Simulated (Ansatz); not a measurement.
**Monolayer PtS2: images, spectra and barriers**

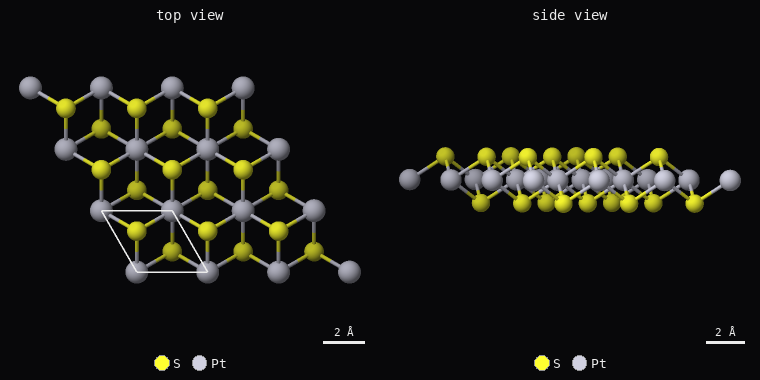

The relaxed structure from above and from the side.

Theory: Ansatz, DFT PBE+D3(BJ), scalar-relativistic, plane waves, PAW. Cutoff 420 eV, 36 × 36 k-points, Gaussian smearing 0.05 eV, dipole correction. No spin polarisation. Spin–orbit coupling is left out; with Pt it can shift levels and gaps.

The STM signal is simulated in the Tersoff–Hamann approximation. Zero bias is put in the middle of the gap by convention. Bias windows are sharp sums over the levels of the k mesh.

```yaml
crystal:
  lattice:
    - [3.54198, 0.00000, 0.00000]
    - [-1.77099, 3.06744, 0.00000]
    - [0.00000, 0.00000, 20.48323]
  atoms:
    - { symbol: S, position: [0.66667, 0.33333, 0.43938] }
    - { symbol: Pt, position: [0.00000, 0.00000, 0.50000] }
    - { symbol: S, position: [0.33333, 0.66667, 0.56062] }
```

The last single point, restarted from the relaxation's density, took 81 s on 1 thread of AMD EPYC 7R43 64-Core Processor (Zen 3), on a shared host, peak memory 0.82 GiB.

Part 1: One image

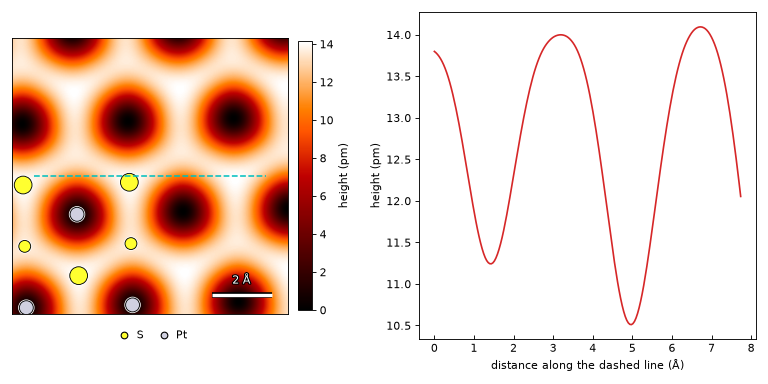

Constant-current image at a set point of 1.4 × 10⁻⁴ e/Å³ of this surface, sample bias +1.50 V. The atoms seen from above are drawn over one corner (deeper ones smaller). The right panel is the profile along the dashed line.

Question: Assign the bright and dark features to the surface structure.

Answer: The brightest spots lie over the top S atoms and the sites above the S atoms 2.5 Å below the top plane; the darkest points are over the Pt atoms 1.2 Å below the top plane. The corrugation is 14 pm at a mean tip height of 3.0 Å.

Part 2: Approach curves

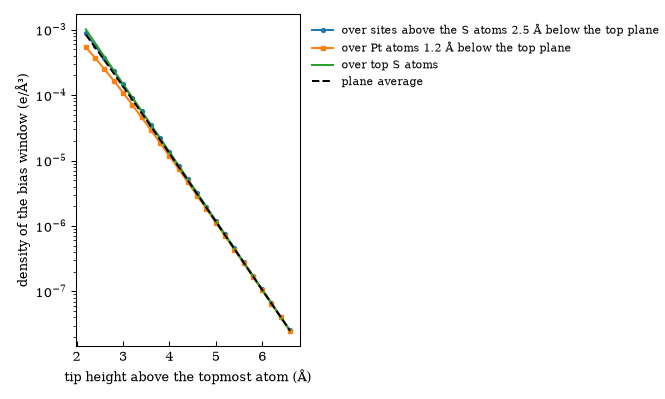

Approach curves over this surface at a sample bias of +1.50 V.

Question: How fast does the current decay, and what apparent barrier height does that imply?

Answer: Near 4 Å the plane average falls as exp(−2.38 z/Å), a factor of 11 per ångström, which gives an apparent barrier of 5.4 eV (0.952 eV Å² times the slope squared). The vacuum level lies 5.45 eV above zero bias. The upper edge of the window lies 3.95 eV under it. The apparent barrier is above 3.95 eV. At 4 Å the 0.35 eV of states nearest the upper edge carry 48 % of the density. The value exceeds even the 4.54 eV between the vacuum level and the deepest states of the window, so their depth alone doesn't explain it. States away from the zone centre decay faster, since their momentum along the surface adds to the barrier, and that may account for the rest.

Part 3: Barrier map

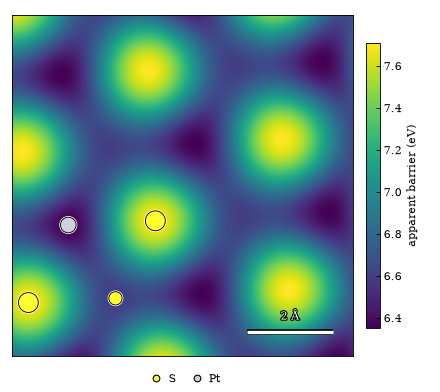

Map of the apparent barrier height, 0.952 eV Å² × (d ln I/dz)², 4.2 Å above this surface at −1.15 V; lighter colours are higher.

Question: Where is the apparent barrier highest and lowest, and over what range?

Answer: It is highest, 7.7 eV, over the top S atoms, and lowest, 6.4 eV, over the Pt atoms 1.2 Å below the top plane. The vacuum level lies 5.45 eV above zero bias, 6.36 eV above the highest filled states. The high values lie on or round the bright spots: there the density falls fastest, as the corrugation dies out with height.

Part 4: Bias series

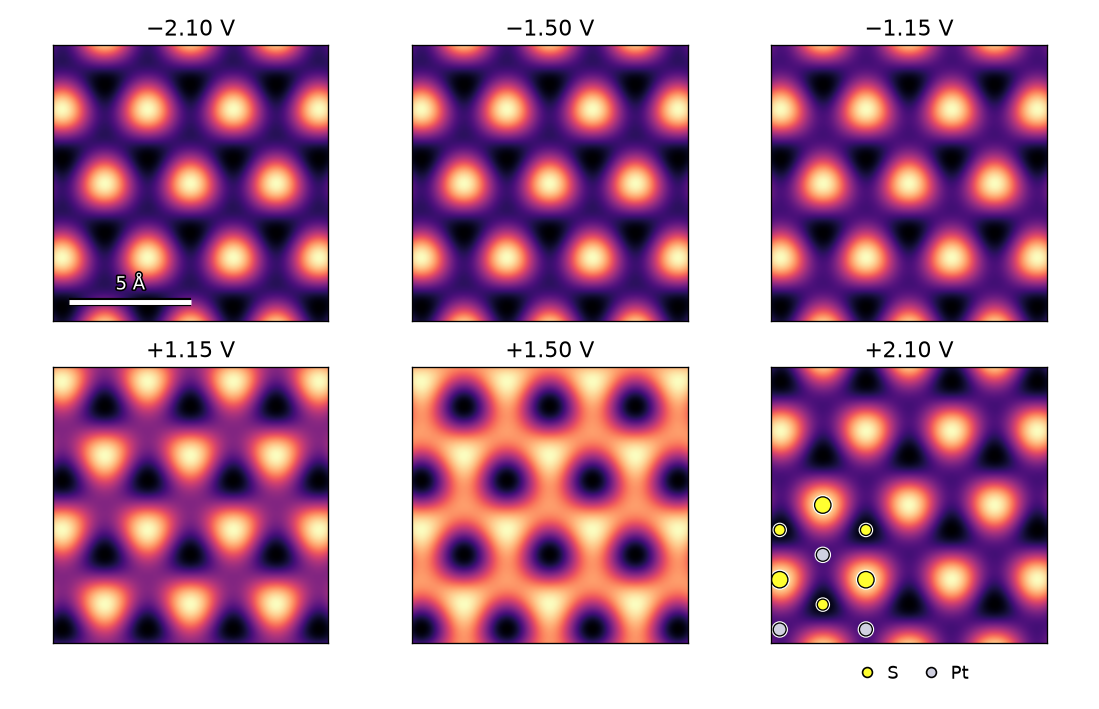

Constant-height images of this surface at 6 sample biases, each on its own colour scale; the last has the atoms seen from above drawn over one corner (deeper ones smaller).

Question: How do the images change with bias?

Answer:
| bias | height (Å) | bright/dark | brightest over |
| --- | --- | --- | --- |
| −2.10 V | 4.5 | 1.4 | top S atoms |
| −1.50 V | 4.5 | 1.3 | top S atoms |
| −1.15 V | 4.5 | 1.3 | top S atoms |
| +1.15 V | 4.5 | 1.1 | sites above the S atoms 2.5 Å below the top plane |
| +1.50 V | 4.5 | 1.1 | sites above the S atoms 2.5 Å below the top plane |
| +2.10 V | 4.5 | 1.2 | top S atoms |

The weakest contrasts here depend on the k mesh and on the tip.

On its k mesh the sheet has a gap of 1.82 eV, inside which this model gives no current; semilocal functionals usually make such gaps too small.
